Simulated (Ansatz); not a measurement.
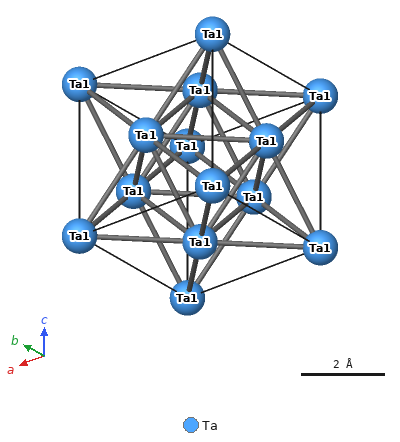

Fig. 1: The structure (ball-and-stick view of the cell 4 times as large as that of the calculation, set on its symmetry axes, seen at an oblique angle; atoms are numbered from 1 in the order of the input). Near neighbours in the crystal (not all of them lie inside the picture): Ta has 12 Ta at 2.95 Å.

# Two runs on Ta

System: Ta (Fm-3m, 1 atom in the cell).
Method of run 1: DFT PBE, scalar-relativistic, plane waves, PAW, no spin polarisation (Ansatz 0.2.0).

The structure was built on a prototype by a generator; it need not be a known phase. Text and figures count atoms from 1; the logs count them from 0 in places.

### Input, run 1
```yaml
crystal:
  lattice:
    - [0.0, 2.0851675935, 2.0851675935]
    - [2.0851675935, 0.0, 2.0851675935]
    - [2.0851675935, 2.0851675935, 0.0]
  atoms:
    - { symbol: Ta, position: [0.0, 0.0, 0.0] }
basis:
  ecutwfc: 600
  ecutrho_ratio: 5
kpoints:
  mp_grid: { grid: [8, 8, 8] }
hamiltonian:
  xc: pbe
scf:
  occupations: { method: gaussian, width: 0.05 }
output:
  forces: true
  stress: true
  eigenvalues: true
```

Hardware: 4 threads of an Arm (aarch64) CPU, shared host.

### Output, shortened to warnings, some set-up lines, iterations and results (run 1)
```
Basis set: ecut = 600 eV, 609 PW (Γ), exchange–correlation on 54×54×54 points (8 copies of the dense FFT grid, shifted against one another)
Symmetry: 48 space group operations
k-points: 29 of 512
Initial density: superposition of atomic densities (neutral atoms: chi_scale 0, normalization atom), corrected by the library's trained network
[...]
SCF iter   1: F=—  HF=-9931.974962 eV  |F-HF|=—  |Δ(HF+E_count)|=         —  Δρ=4.14e-3  dr2=1.58e-3  ethr=1.77e-3  ⟨swp⟩=6.0  Hψ=1884  notcnv=0
SCF iter   2: F=—  HF=-9931.974968 eV  |F-HF|=—  |Δ(HF+E_count)|=   5.95e-6  Δρ=2.12e-3  dr2=3.62e-4  ethr=1.22e-5  ⟨swp⟩=2.0  Hψ=624  notcnv=0
SCF iter   3: F=—  HF=-9931.975069 eV  |F-HF|=—  |Δ(HF+E_count)|=   1.01e-4  Δρ=1.84e-4  dr2=3.55e-6  ethr=2.79e-6  ⟨swp⟩=1.0  Hψ=304  notcnv=0
SCF iter   4: F=—  HF=-9931.975066 eV  |F-HF|=—  |Δ(HF+E_count)|=   3.38e-6  Δρ=5.84e-5  dr2=1.41e-7  ethr=2.73e-8  ⟨swp⟩=2.0  Hψ=459  notcnv=0
SCF iter   5: F=-9931.975066 eV  HF=-9931.975066 eV  |F-HF|=5.96e-9  |Δ(HF+E_count)|=   2.51e-8  Δρ=1.04e-5  dr2=5.18e-9  ethr=1.09e-9  ⟨swp⟩=2.0  Hψ=487  notcnv=0
SCF iter   6: F=-9931.975066 eV  HF=-9931.975066 eV  |F-HF|=1.49e-10  |Δ(HF+E_count)|=   6.54e-9  Δρ=2.16e-6  dr2=3.03e-10  ethr=3.98e-11  ⟨swp⟩=2.9  Hψ=1178  notcnv=0
SCF 1 converged in 6 iterations: F = -9931.975066 eV  dr2 = 3.03e-10
SCF converged after 6 iterations
Free energy (F): -9931.975066 eV
Harris-Foulkes:  -9931.975066 eV  (|F-HF|=1.49e-10)
Internal energy: -9931.972215 eV  (E = F + TS)
E sigma→0 (E₀):  -9931.973641 eV
Entropy (-TS):   -0.002851 eV (-2.851 meV/atom)
Fermi energy:    18.854058 eV
--- Per-component energies (eV) ---
  E_band       = -105.182417
  E_kinetic    = 366.189528
  E_local      = -550.752553  (includes V_loc(G=0)·N_el)
  E_nonlocal   = 14.475165
  E_hartree    = 190.923705
  E_xc         = -218.561954
  E_vxc        = -204.163010  (∫ρ·V_xc dr)
  E_paw        = -8396.530416  (= ΣΔE_a)
  E_vpaw       = -112.778900  (= ΣTr[D̂ρ^β])
  E_aug_tail   = 0.000002  (compensation charges beyond the density's cutoff)
  E_ewald      = -1337.715693
  E_smearing   = -0.002851  (= −TS)
  E_closure    = 0.000000  (closes the sum)
  Σ components = -9931.975066   (vs F -9931.975066, Δ=0.00e0)
--- Forces (eV/Å), atoms counted from 1 ---
  atom   1  Ta     0.00000000     0.00000000     0.00000000
  max |Σ_I F_I| component: 1.07e-31 eV/Å
--- Stress (GPa, compression-positive) ---
        9.069663       0.000000      -0.000000
       -0.000000       9.069663       0.000000
       -0.000000      -0.000000       9.069663
  P = ⅓ Tr σ = 9.0697 GPa (90.697 kbar)
```

The input of run 2 differs as follows (lines with − go, lines with + come):
```diff
-    - [0.0, 2.0851675935, 2.0851675935]
-    - [2.0851675935, 0.0, 2.0851675935]
-    - [2.0851675935, 2.0851675935, 0.0]
+    - [0.0, 2.1263740686, 2.1263740686]
+    - [2.1263740686, 0.0, 2.1263740686]
+    - [2.1263740686, 2.1263740686, 0.0]
```

How does run 2 compare with run 1?

With the same functional and potentials, run 2 lies 20.6 meV per atom lower. The pressure goes from 9.07 to −2.55 GPa. The volume per atom goes from 18.13 to 19.23 Å³. The cell is scaled evenly with the atoms at fixed fractional positions, so −ΔP/Δ ln V estimates the bulk modulus midway between the two volumes: about 200 GPa. The number of SCF iterations is the same. The plane waves at Γ go from 609 to 645.

### Output, shortened to warnings, some set-up lines, iterations and results (run 2)
```
Basis set: ecut = 600 eV, 645 PW (Γ), exchange–correlation on 54×54×54 points (8 copies of the dense FFT grid, shifted against one another)
Symmetry: 48 space group operations
k-points: 29 of 512
Initial density: superposition of atomic densities (neutral atoms: chi_scale 0, normalization atom), corrected by the library's trained network
[...]
SCF iter   1: F=—  HF=-9931.995721 eV  |F-HF|=—  |Δ(HF+E_count)|=         —  Δρ=4.52e-3  dr2=2.38e-3  ethr=1.77e-3  ⟨swp⟩=6.0  Hψ=1913  notcnv=0
SCF iter   2: F=—  HF=-9931.995546 eV  |F-HF|=—  |Δ(HF+E_count)|=   1.75e-4  Δρ=2.25e-3  dr2=4.36e-4  ethr=1.83e-5  ⟨swp⟩=2.1  Hψ=644  notcnv=0
SCF iter   3: F=—  HF=-9931.995652 eV  |F-HF|=—  |Δ(HF+E_count)|=   1.06e-4  Δρ=2.67e-4  dr2=7.01e-6  ethr=3.36e-6  ⟨swp⟩=1.0  Hψ=304  notcnv=0
SCF iter   4: F=—  HF=-9931.995655 eV  |F-HF|=—  |Δ(HF+E_count)|=   2.73e-6  Δρ=5.26e-5  dr2=1.20e-7  ethr=5.39e-8  ⟨swp⟩=2.7  Hψ=453  notcnv=0
SCF iter   5: F=-9931.995655 eV  HF=-9931.995655 eV  |F-HF|=6.46e-10  |Δ(HF+E_count)|=   7.93e-8  Δρ=6.33e-6  dr2=3.45e-9  ethr=9.24e-10  ⟨swp⟩=2.3  Hψ=479  notcnv=0
SCF iter   6: F=-9931.995655 eV  HF=-9931.995655 eV  |F-HF|=1.87e-10  |Δ(HF+E_count)|=  1.76e-10  Δρ=2.07e-6  dr2=3.25e-10  ethr=2.65e-11  ⟨swp⟩=3.4  Hψ=1121  notcnv=0
SCF 1 converged in 6 iterations: F = -9931.995655 eV  dr2 = 3.25e-10
SCF converged after 6 iterations
Free energy (F): -9931.995655 eV
Harris-Foulkes:  -9931.995655 eV  (|F-HF|=1.87e-10)
Internal energy: -9931.991217 eV  (E = F + TS)
E sigma→0 (E₀):  -9931.993436 eV
Entropy (-TS):   -0.004438 eV (-4.438 meV/atom)
Fermi energy:    17.651752 eV
--- Per-component energies (eV) ---
  E_band       = -121.682525
  E_kinetic    = 363.926129
  E_local      = -584.016508  (includes V_loc(G=0)·N_el)
  E_nonlocal   = 13.814179
  E_hartree    = 200.012580
  E_xc         = -217.780869
  E_vxc        = -203.120029  (∫ρ·V_xc dr)
  E_paw        = -8396.154297  (= ΣΔE_a)
  E_vpaw       = -112.311265  (= ΣTr[D̂ρ^β])
  E_aug_tail   = 0.000002  (compensation charges beyond the density's cutoff)
  E_ewald      = -1311.792432
  E_smearing   = -0.004438  (= −TS)
  E_closure    = 0.000000  (closes the sum)
  Σ components = -9931.995655   (vs F -9931.995655, Δ=0.00e0)
--- Forces (eV/Å), atoms counted from 1 ---
  atom   1  Ta    -0.00000000     0.00000000    -0.00000000
  max |Σ_I F_I| component: 1.85e-32 eV/Å
--- Stress (GPa, compression-positive) ---
       -2.549203       0.000000      -0.000000
        0.000000      -2.549203       0.000000
       -0.000000       0.000000      -2.549203
  P = ⅓ Tr σ = -2.5492 GPa (-25.492 kbar)
```

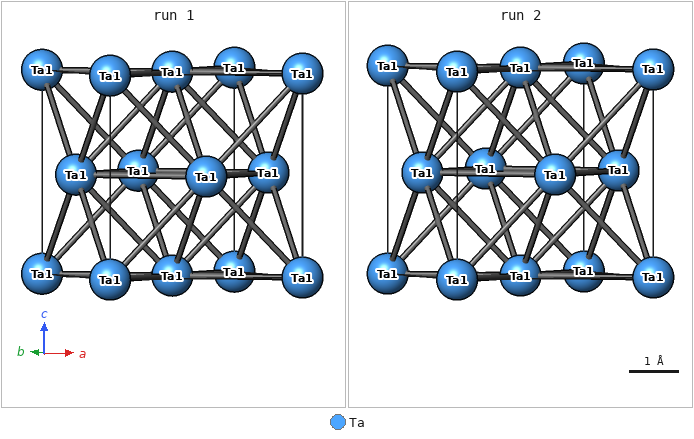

Fig. 2: The two input geometries at one scale (ball-and-stick view of the cell 4 times as large as that of the calculation, set on its symmetry axes, seen at an oblique angle). The atoms keep their places relative to the cell (all moves are under 0.005 Å). The drawn cell changes as follows: a = b = c 4.170 → 4.253 Å (+2.0 %); the volume changes by +6.0 %. Among the contacts that change: Ta1–Ta1 2.949 → 3.007 Å.

### The two runs side by side

| quantity | run 1 | run 2 |
| --- | --- | --- |
| outcome | converged | converged |
| free energy per atom (eV) | −9931.9751 | −9931.9957 |
| energy per atom, smearing taken to zero (eV) | −9931.9736 | −9931.9934 |
| gap on the mesh (eV) | 0.00 | 0.00 |
| pressure (GPa) | 9.07 | −2.55 |
| volume per atom (Å³) | 18.13 | 19.23 |
| largest force (eV/Å) | 0.000 | 0.000 |
| SCF iterations | 6 | 6 |
| irreducible k-points | 29 | 29 |
| plane waves at Γ | 609 | 645 |

For both runs: Spin–orbit coupling is left out, which matters for Ta. For run 1: The cell is under a pressure of 9.1 GPa at this level, so it is not at its equilibrium volume.
